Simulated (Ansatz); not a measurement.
**Geometry relaxation, with input and output: Ge$_{24}$Si$_{40}$ (part 2 of 2)**

The same run, continued: Ge$_{24}$Si$_{40}$ (P1, 64 atoms in the cell); DFT, PBEsol, PAW, plane waves (Ansatz 0.2.0); cutoff 420 eV, 1×1×1 k-mesh, Fermi–Dirac smearing of 0.01 eV. The structure was built on a prototype by a generator.

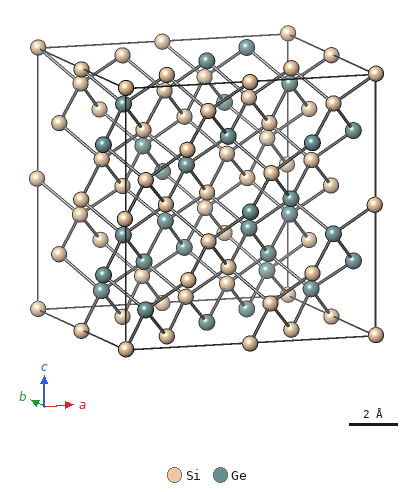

Figure 1. The starting structure (ball-and-stick view of the cell of the calculation, seen slightly off an axis).

**Log, continued**
```
relax step   4: F+E_penalty+E_count = -126942.83335727 eV  Δ(F+E_penalty+E_count) = +1.515e-3 eV  max|allowed force component| = 2.126e-2 eV/Å  Δτ_max = 0.0000 Å  P = +0.001 GPa  Ω = 1341.222 Å³  fix = [alpha, beta, gamma, b/a, c/a]  reactions: b/a +0.005, c/a -0.005 GPa; alpha +1.099, beta +1.105, gamma +1.105 GPa/rad  stress off target by 7.67e-4 GPa on what of the cell is left free  SCF on the
SCF converged after 6 iterations
Free energy (F): -126942.833357 eV
Harris-Foulkes:  -126942.833357 eV  (|F-HF|=2.62e-10)
Internal energy: -126942.833357 eV  (E = F + TS)
E sigma→0 (E₀):  -126942.833357 eV
Fermi energy:    7.332723 eV
--- Per-component energies (eV) ---
  E_band       = -3665.256995
  E_kinetic    = 4289.080835
  E_local      = -74187.215596  (includes V_loc(G=0)·N_el)
  E_nonlocal   = 11133.611234
  E_hartree    = 33082.152019
  E_xc         = -3986.707495
  E_vxc        = -3427.679809  (∫ρ·V_xc dr)
  E_paw        = -67465.659799  (= ΣΔE_a)
  E_vpaw       = -7637.367454  (= ΣTr[D̂ρ^β])
  E_aug_tail   = 0.007581  (compensation charges beyond the density's cutoff)
  E_ewald      = -29831.395031
  E_core_change = 23.292896  (= ΣΔE_core)
  E_smearing   = -0.000000  (= −TS)
  E_closure    = -0.000000  (closes the sum)
  Σ components = -126942.833357   (vs F -126942.833357, Δ=0.00e0)
--- Forces (eV/Å), atoms counted from 1 ---
  atom   1  Si    -0.00053273    -0.00972473     0.00118440
  atom   2  Si     0.00433893     0.00112759     0.00906330
  atom   3  Si     0.01177415     0.01040022    -0.00857488
  atom   4  Si     0.00360874     0.02126225    -0.00662659
  atom   5  Si    -0.00008603     0.00466646    -0.00013933
  atom   6  Si    -0.00338644     0.01614600     0.00440954
  atom   7  Si     0.01216034     0.00479900    -0.00168537
  atom   8  Si     0.00360748    -0.01051360     0.01093102
  atom   9  Si     0.00588999     0.00770578    -0.00032631
  atom  10  Si    -0.00099775    -0.00893747     0.00813660
  atom  11  Si     0.00203503     0.00131223    -0.00832294
  atom  12  Si     0.00996477     0.00218514     0.00451496
  atom  13  Si     0.00338953     0.00510588     0.00080086
  atom  14  Si    -0.01727015    -0.01414386     0.01304373
  atom  15  Si    -0.00967439    -0.00807069    -0.00287135
  atom  16  Si    -0.01031798     0.01137192     0.00451819
  atom  17  Si    -0.01188671    -0.01591186    -0.00130594
  atom  18  Si    -0.01692978    -0.00541933     0.01290999
  atom  19  Si    -0.01055370     0.01039690     0.00156577
  atom  20  Si     0.00450325    -0.00072961    -0.00750405
  atom  21  Si     0.00676733    -0.00591365     0.02124963
  atom  22  Si     0.00355342    -0.00533602    -0.00742674
  atom  23  Si     0.00411461    -0.01070796     0.00599343
  atom  24  Si    -0.00022964    -0.00137586     0.00311060
  atom  25  Si     0.00239702     0.00029855    -0.01495281
  atom  26  Si    -0.01290129    -0.01097246    -0.00670742
  atom  27  Si    -0.01204605    -0.00073869    -0.00979102
  atom  28  Si    -0.00004911     0.00382138    -0.00379975
  atom  29  Si    -0.00054131    -0.00397790    -0.00692397
  atom  30  Si    -0.00626897     0.00275797     0.00770397
  atom  31  Si    -0.00891522     0.00900071     0.00147484
  atom  32  Si     0.01627769    -0.00096196    -0.00238579
  atom  33  Si    -0.00123726     0.00972750    -0.00697557
  atom  34  Si    -0.00375271    -0.02090963    -0.00591599
  atom  35  Si    -0.00212796     0.00571321    -0.00236424
  atom  36  Si    -0.00190253     0.00720625    -0.00597755
  atom  37  Si     0.00300739     0.00256723     0.00405721
  atom  38  Si     0.00474699     0.00413577     0.00270531
  atom  39  Si     0.00510766     0.00240342     0.00528525
  atom  40  Si    -0.00618564     0.00852249    -0.00329986
  atom  41  Ge    -0.00582989     0.00753130     0.00198467
  atom  42  Ge    -0.00823130     0.00563897    -0.00488238
  atom  43  Ge    -0.00184605    -0.00159841    -0.00075044
  atom  44  Ge     0.00051252     0.00057233     0.00173440
  atom  45  Ge     0.00274790    -0.00216362     0.01236007
  atom  46  Ge    -0.00486250     0.00595199     0.00058916
  atom  47  Ge     0.00588727    -0.01279665    -0.00070559
  atom  48  Ge     0.01459999    -0.00825375    -0.00137962
  atom  49  Ge    -0.00822530    -0.00864893    -0.01795631
  atom  50  Ge     0.01001283     0.00623046     0.00336788
  atom  51  Ge     0.00841744    -0.00843331    -0.01586157
  atom  52  Ge     0.00662534    -0.00455974    -0.00676464
  atom  53  Ge     0.00551575    -0.00337331    -0.00022709
  atom  54  Ge     0.00502996    -0.00368987     0.00272419
  atom  55  Ge    -0.00618564    -0.00967289    -0.00636709
  atom  56  Ge    -0.00555362     0.00234880     0.00656422
  atom  57  Ge     0.00242814    -0.00188545    -0.00265502
  atom  58  Ge     0.01620263     0.00034658     0.00211863
  atom  59  Ge    -0.00044765    -0.00348561    -0.00382688
  atom  60  Ge    -0.00953842     0.00445349    -0.00134772
  atom  61  Ge    -0.00348287     0.01048942     0.00177901
  atom  62  Ge     0.00743233    -0.00418731     0.01155354
  atom  63  Ge     0.00333732     0.00464465     0.00758257
  atom  64  Ge    -0.00399742     0.00625212     0.00158457
  max |Σ_I F_I| component: 3.22e-7 eV/Å
--- Stress (GPa, compression-positive) ---
        0.000939      -1.105362      -1.105271
       -1.105362       0.005274      -1.098992
       -1.105271      -1.098992      -0.003913
  P = ⅓ Tr σ = 0.0008 GPa (0.008 kbar)
--- Band table (eV) ---
  k-point 0: bands = ["-17.4023", "-17.3905", "-17.3843", "-17.3805", "-17.3697", "-17.3634", "-17.3539", "-17.3538", "-17.3521", "-17.3354", ... 102 levels left out ..., "-17.0791", "-17.0773", "-17.0725", "-17.0703", "-17.0633", "-17.0600", "-17.0547", "-17.0322", "-5.0399", "-4.5667", "-4.5264", "-4.4436", "-4.0732", "-4.0232", "-3.9292", "-3.6404", "-3.5115", "-3.4990", "-3.3987", "-3.2141", "-3.1697", "-3.1210", "-3.0467", "-3.0041", "-2.9083", "-2.8326", "-2.7948", "-2.7702", "-2.4433",
      "-2.3938", "-2.3144", "-2.0856", "-2.0400", "-1.9709", "-1.8687", "-1.8048", "-1.7929", "-1.7352", "-1.7079", "-1.6513", "-0.4581", "-0.4353", "-0.4027", "-0.2752", "-0.2303", "-0.1773", "-0.1414", "-0.0873", "-0.0601", "0.0258", "0.0736", "0.1283", "0.1789", "0.2058", "0.2512", "0.7650", "0.8411", "0.8818", "0.9194", "0.9805", "1.0137", "1.0501", "1.7405", "1.7738", "1.8271", "2.1350", "2.1814", "2.2549", "2.9221",
      "2.9419", "2.9526", "2.9747", "2.9792", "2.9940", "3.0006", "3.0105", "3.0188", "3.4714", "3.5221", "3.5575", "3.5774", "3.5895", "3.6075", "3.6347", "3.6530", "3.6638", "3.6789", "3.7107", "3.7214", "4.0077", "4.0302", "4.0623", "4.0823", "4.1019", "4.1247", "4.2914", "4.3127", "4.3164", "4.3305", "4.3388", "4.3521", "4.6096", "4.6407", "4.6691", "4.6815", "4.7136", "4.7379", "4.7885", "4.8102",
      "4.8400", "5.0320", "5.0621", "5.0828", "5.0986", "5.1123", "5.1375", "5.1527", "5.1619", "5.1829", "5.3255", "5.4473", "5.4645", "5.4929", "5.7003", "5.7184", "5.7438", "5.7688", "5.7872", "5.7990", "5.9547", "5.9718", "6.2408", "6.2760", "6.3209", "6.8103", "6.8172", "7.8455", "7.8653", "7.9132", "8.1503", "8.2746", "8.3170", "8.3572", "8.7055", "8.7302", "8.7986", "8.8865", "8.9101", "8.9258",
      "8.9613", "8.9956", "9.0315", "9.0764", "9.1375", "9.1584", "9.1858", "9.2813", "9.3231", "9.3366", "9.3746", "9.4050", "9.4259", "9.4737", "9.5020", "9.5450", "9.7448", "9.7511", "9.8078", "9.8381", "9.8907", "9.9004", "9.9139", "9.9474", "9.9924", "10.0683", "10.0857", "10.3516", "10.3688", "10.3812", "10.4102", "10.4544", "10.4819", "10.5120", "10.5474", "10.5691", "10.5913", "10.6100", "10.6253", "10.6759",
      "10.6901", "10.7537", "10.8114", "10.8800", "10.9089", "10.9399", "10.9840", "11.1136", "11.2471", "11.2722", "11.2930"]
--- Relaxed structure (3 steps of the walk, 3 accepted, 1 SCFs on fresh bases) ---
  F+E_penalty+E_count = -126942.83335727 eV   max|allowed force component| = 2.126e-2 eV/Å   (the final SCF, on the basis selected at the relaxed cell)
  cell:  # Å, volume = 1341.2223 Å³
    - [11.028088880360741, -4.247706738915082e-144, -2.2418536700985298e-144]
    - [-4.247706738915082e-144, 11.028088880360741, 7.548149884253328e-143]
    - [-2.2418536700985298e-144, 7.548149884253328e-143, 11.028088880360741]
  atoms:
    - { symbol: Si, position: [-1.060736804255045e-5, 0.9996301368067435, -0.003377265341013473] }
    - { symbol: Si, position: [1.0021973810830345, 0.9963625571564557, 0.5013811873261645] }
    - { symbol: Si, position: [0.9999601455903523, 0.5004795608524313, 0.9985401694707289] }
    - { symbol: Si, position: [1.0004805731648092, 0.5016605191454326, 0.5057067628125294] }
    - { symbol: Si, position: [0.4978324821024282, 0.9997165846602514, 0.9999272036592088] }
    - { symbol: Si, position: [0.5009145806039424, 0.5026590040853469, 0.5031634466450238] }
    - { symbol: Si, position: [0.12595449982772206, 0.12234085279008854, 0.6237826810805115] }
    - { symbol: Si, position: [0.12477262465750232, 0.6272528185198001, 0.6261989203861817] }
    - { symbol: Si, position: [0.6229590322645342, 0.12420641931417493, 0.12400063263800731] }
    - { symbol: Si, position: [0.6252187230655813, 0.12515051579379902, 0.6268715162830709] }
    - { symbol: Si, position: [0.6229711888719286, 0.6262813122655783, 0.12437372150860898] }
    - { symbol: Si, position: [0.6254593968178931, 0.6263479319739907, 0.626185271868208] }
    - { symbol: Si, position: [0.2538178221788717, 0.24894278567178113, 0.9993835714992101] }
    - { symbol: Si, position: [0.25036498981572025, 0.24571263100021268, 0.5001224786620634] }
    - { symbol: Si, position: [0.25134590271471985, 0.7538201467644956, 0.9968866316486014] }
    - { symbol: Si, position: [0.24591172484088952, 0.7498031959734611, 0.5005233658113463] }
    - { symbol: Si, position: [0.7474588315669222, 0.24678989479485736, 0.9979872288747316] }
    - { symbol: Si, position: [0.7494818801380226, 0.7525641941714081, 0.5027452991001378] }
    - { symbol: Si, position: [0.37581849335608214, 0.3708552312775163, 0.12355799747228118] }
    - { symbol: Si, position: [0.37353277556481596, 0.877145013025086, 0.12372317642571708] }
    - { symbol: Si, position: [0.8747301659185279, 0.37885554651824493, 0.6259911122631918] }
    - { symbol: Si, position: [0.877276625442218, 0.8738092671652241, 0.6249298402952405] }
    - { symbol: Si, position: [0.25127096106966135, -0.0023131422762521386, 0.25130605511400533] }
    - { symbol: Si, position: [0.24811159658090182, 0.001753786003773072, 0.7520974107450491] }
    - { symbol: Si, position: [0.24977242041689712, 0.5055414213621863, 0.750169010028792] }
    - { symbol: Si, position: [0.7463750078323195, 0.0006017776212097888, 0.24914526012530339] }
    - { symbol: Si, position: [0.7480194131946412, 0.49891697119149064, 0.7476446195662435] }
    - { symbol: Si, position: [0.37347414589716876, 0.1252790495089822, 0.3723759917499591] }
    - { symbol: Si, position: [0.3740774953688158, 0.12302922552450621, 0.876676353816995] }
    - { symbol: Si, position: [0.3745129573946909, 0.627315080019774, 0.8740070927893603] }
    - { symbol: Si, position: [0.874792230768803, 0.12453027414617963, 0.8771726580506161] }
    - { symbol: Si, position: [1.0024037961714602, 0.7537564262090221, 0.2524381541448458] }
    - { symbol: Si, position: [1.002116864290257, 0.7519216892841448, 0.748274244601371] }
    - { symbol: Si, position: [0.4969607964402367, 0.24692960833494676, 0.247033097806413] }
    - { symbol: Si, position: [0.5004675157955073, 0.7484082556879109, 0.7511716107631754] }
    - { symbol: Si, position: [0.12664929328681446, 0.8754178831011827, 0.37612015486263084] }
    - { symbol: Si, position: [0.12456049826326375, 0.87625990220509, 0.8737404272313223] }
    - { symbol: Si, position: [0.6283536154222258, 0.3748764572292726, 0.8747212379117744] }
    - { symbol: Si, position: [0.6284842378190417, 0.8762943753461759, 0.37566893837725573] }
    - { symbol: Si, position: [0.6201479926056981, 0.875213193528719, 0.8749726905804641] }
    - { symbol: Ge, position: [0.5011544558768899, 1.0018563331297994, 0.49860434869980613] }
    - { symbol: Ge, position: [0.4997492505526368, 0.49912344738349346, -0.0009640718810016536] }
    - { symbol: Ge, position: [0.12802708114490302, 0.12215821084563089, 0.12268079123747694] }
    - { symbol: Ge, position: [0.12426537446321932, 0.6284556598224211, 0.1225159216785026] }
    - { symbol: Ge, position: [0.750102633178419, 0.2508289809572031, 0.5034500158338406] }
    - { symbol: Ge, position: [0.7468900836871498, 0.750176286256533, -0.0012054362668700877] }
    - { symbol: Ge, position: [0.37270770472581477, 0.37688440405841067, 0.624915931948897] }
    - { symbol: Ge, position: [0.3725340106725863, 0.8737819929926096, 0.6269777766256042] }
    - { symbol: Ge, position: [0.8731709716341814, 0.37470165385493304, 0.12072173586369049] }
    - { symbol: Ge, position: [0.8759852072919707, 0.8777142352174145, 0.12638463293014843] }
    - { symbol: Ge, position: [0.25174919329857864, 0.49817232245808585, 0.24855629431220141] }
    - { symbol: Ge, position: [0.7499338044708781, -0.0014571056107193813, 0.7507532944199362] }
    - { symbol: Ge, position: [0.7479723602369066, 0.5028146448269337, 0.24914456129558235] }
    - { symbol: Ge, position: [0.37538853207421236, 0.6269138696798169, 0.3784893762833971] }
    - { symbol: Ge, position: [0.8744540687941577, 0.12018719315166454, 0.3763763949257757] }
    - { symbol: Ge, position: [0.8775816369529439, 0.628176535218169, 0.3787081980291715] }
    - { symbol: Ge, position: [0.8759853503427931, 0.6241846911059015, 0.8709903599650214] }
    - { symbol: Ge, position: [0.9997989732399731, 0.2488503128769654, 0.249491999671859] }
    - { symbol: Ge, position: [0.9988178636231326, 0.24893459665391984, 0.7483581089765905] }
    - { symbol: Ge, position: [0.5004668402452151, 0.24885712036714888, 0.7528905640081103] }
    - { symbol: Ge, position: [0.5011593543955524, 0.7538226998460656, 0.2491833929672126] }
    - { symbol: Ge, position: [0.12452639057374232, 0.3747616890625563, 0.380175607783907] }
    - { symbol: Ge, position: [0.1285939364158495, 0.3769255292018513, 0.8761568161686024] }
    - { symbol: Ge, position: [0.619611851271417, 0.3743133428885011, 0.3746694258672146] }
--- Löwdin populations: 64 sites ---
  site symbol       q [e]
     0     Si      3.9212
     1     Si      3.9452
     2     Si      3.8764
     3     Si      3.9250
     4     Si      3.9674
     5     Si      3.9015
     6     Si      3.9436
     7     Si      3.9729
     8     Si      3.9655
     9     Si      3.8757
    10     Si      3.8802
    11     Si      3.9682
    12     Si      3.9270
    13     Si      3.9221
    14     Si      3.9446
    15     Si      3.9213
    16     Si      3.9470
    17     Si      3.9448
    18     Si      3.9269
    19     Si      3.9430
    20     Si      3.9243
    21     Si      3.9437
    22     Si      3.9464
    23     Si      3.9470
    24     Si      3.9240
    25     Si      3.9239
    26     Si      3.9471
    27     Si      3.9471
    28     Si      3.9471
    29     Si      3.9451
    30     Si      3.9215
    31     Si      3.9009
    32     Si      3.9465
    33     Si      3.9457
    34     Si      3.9455
    35     Si      3.9724
    36     Si      3.9698
    37     Si      3.9205
    38     Si      3.9239
    39     Si      3.9239
    40     Ge     14.0384
    41     Ge     14.0631
    42     Ge     14.0428
    43     Ge     14.0400
    44     Ge     14.0237
    45     Ge     14.0181
    46     Ge     14.0386
    47     Ge     14.0361
    48     Ge     14.0251
    49     Ge     14.0403
    50     Ge     13.9923
    51     Ge     14.0658
    52     Ge     13.9958
    53     Ge     14.0189
    54     Ge     14.0223
    55     Ge     14.0392
    56     Ge     14.0429
    57     Ge     13.9707
    58     Ge     14.0363
    59     Ge     14.0441
    60     Ge     14.0452
    61     Ge     14.0205
    62     Ge     14.0401
    63     Ge     14.0205
  spilling = 0.003817 (of n_electrons = 496.000000)
```

**Summary**

| quantity | value |
| --- | --- |
| outcome | converged |
| space group (tolerance 0.01 Å) | P1 (1) |
| electrons treated | 496 |
| free energy | −126942.8334 eV |
| Fermi energy | 7.333 eV |
| pressure | 0.00 GPa |
| largest force (length of the vector) at the end | 0.026 eV/Å |
| final cell | a = 11.028 Å, b = 11.028 Å, c = 11.028 Å, α = 90.00°, β = 90.00°, γ = 90.00° |
| hardware | 7 threads of Arm Neoverse-V2, shared host |
| wall time | 58 s (CPU time 6 min) |
| peak memory | 2.5 GiB |

The k-point mesh is coarse for a cell of this size, so the results may not be converged.
